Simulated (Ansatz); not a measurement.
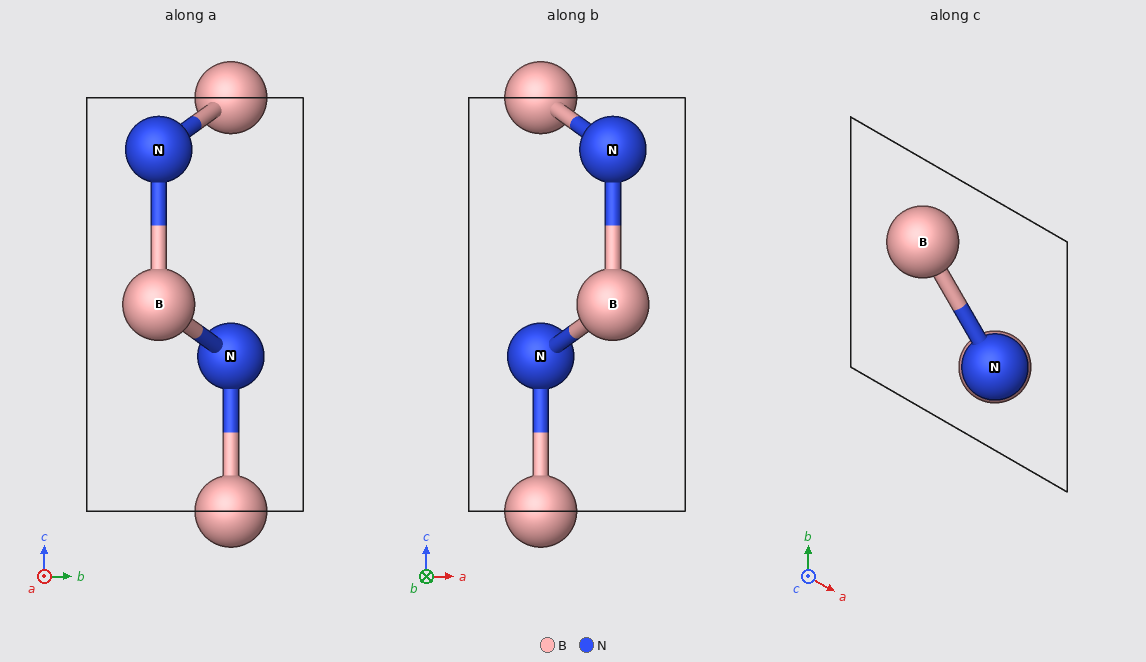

The figure gives a ball-and-stick picture of the atoms, viewed along the a axis, along the b axis and along the c axis. The box is the conventional unit cell; atoms on or close to its faces, edges and corners are drawn wherever they repeat.

Lattice parameters: a = 2.5440 Å, b = 2.5440 Å, c = 4.2078 Å, α = 90.000°, β = 90.000°, γ = 120.000°.

Question: Convert the drawing into a CIF in P1 with every atom of the cell.

Answer:
```cif
data_structure
_symmetry_space_group_name_H-M 'P 1'
_symmetry_Int_Tables_number 1
_cell_length_a 2.5440
_cell_length_b 2.5440
_cell_length_c 4.2078
_cell_angle_alpha 90.000
_cell_angle_beta 90.000
_cell_angle_gamma 120.000
_cell_volume 23.58
loop_
_atom_site_label
_atom_site_type_symbol
_atom_site_fract_x
_atom_site_fract_y
_atom_site_fract_z
_atom_site_occupancy
B1 B 0.3333 0.6667 0.0002 1
B2 B 0.6667 0.3333 0.5002 1
N1 N 0.3333 0.6667 0.3748 1
N2 N 0.6667 0.3333 0.8748 1
```

Starting structure: a structure type filled with these elements by a generator (whether the compound takes this form wasn't checked). Earlier steps of the study may have refined or changed the cell and positions. It went into a calculation with Ansatz.

At this level of theory the cell isn't at rest (stretched, at -4 GPa), so its distances can differ from those at equilibrium, the more so the softer the solid.
